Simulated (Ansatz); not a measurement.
# Al2Cu: what the fields show

Input

```
crystal:
  lattice:
    - [4.105182, 0.0, 0.0]
    - [0.0, 4.105182, 0.0]
    - [0.0, 0.0, 2.891313]
  atoms:
    - { symbol: Cu, position: [-0.00397, 0.006161, 0.002412] }
    - { symbol: Al, position: [0.009376, 0.497056, 0.468229] }
    - { symbol: Al, position: [0.506007, -0.009869, 0.497535] }
hamiltonian:
  xc: pbesol
  pseudopotentials: { kind: paw }
kpoints:
  mp_grid: { grid: [7, 7, 9] }
scf:
  occupations: { method: fermi_dirac, width: 0.05 }
output:
  forces: true
  stress: true
  eigenvalues: true
  write_density: true
  write_potential: true
  elf: true
  volumetric_format: npy
```

Launched as:

```sh
ansatz run input.yaml --threads 2 --pin off --max-ram 5632MiB --backend cpu --events-out ev --progress --plain --runs-dir out
```

Below, planes, directions and counts refer to the conventional cell (a = 2.89 Å, b = 4.11 Å, c = 4.11 Å, α = 90.00°, β = 90.00°, γ = 90.00°).

Space group P1; a structure from a database of computed crystals, not necessarily the ambient phase; changed on purpose from its base cell (atoms moved at random by about 0.05 A); not relaxed (largest force 0.5 eV/Å); computed pressure about −2 GPa in this cell.

Computed with Ansatz 0.2.0, Kohn-Sham DFT of a periodic cell, PBEsol, Ansatz PAW.

The density is the valence pseudo-density of a PAW calculation; it isn't the true density close to the nuclei.

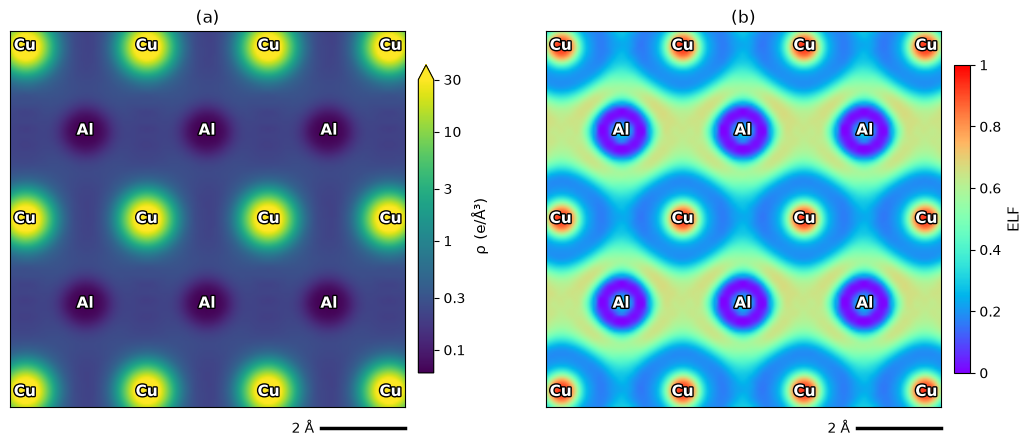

Figure 1. (a) valence electron density; (b) ELF on the (001) plane of the conventional cell.

**Read the bonding off the picture.**

- The section cuts through Cu and Al sites.
- Al–Cu (2.49 Å): ρ is about 0.31 e/Å³ halfway; the ELF peaks at about 0.65 between the atoms.
- Al–Cu (2.55 Å): the density is about 0.28 e/Å³ at the midpoint; the ELF peaks at about 0.65 between the atoms.
- Between the atoms the lowest density in this plane is 0.19 e/Å³.
- The features right at Cu lie inside the PAW spheres, where the map follows smoothed inner orbitals and isn't to be read closely.

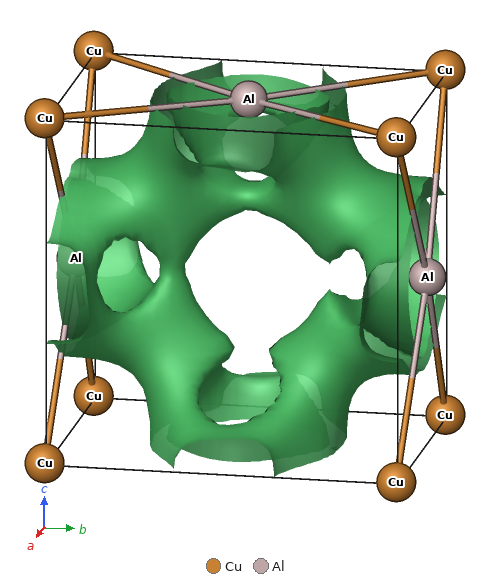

Figure 2. Isosurface of the electron localisation function at 0.55 (green), seen slightly off an axis. Only the valence region is drawn (cores and ρ < 0.01 e/Å³ removed). Sticks mark near contacts.

**Identify the bonds, lone pairs and shells in this picture.**

At this value the surface marks out one network that runs through the whole crystal, counted in one cell of 3 atoms. Any copies at cell faces, edges or corners count once.


Al–Cu (2.42 Å): the ELF peaks at about 0.65 between the atoms. Al–Cu (2.47 Å): the ELF peaks at about 0.65 between the atoms.

**Does the calculation make it a metal, or give it a gap?**

It is gapless in this calculation (a metal or semimetal).
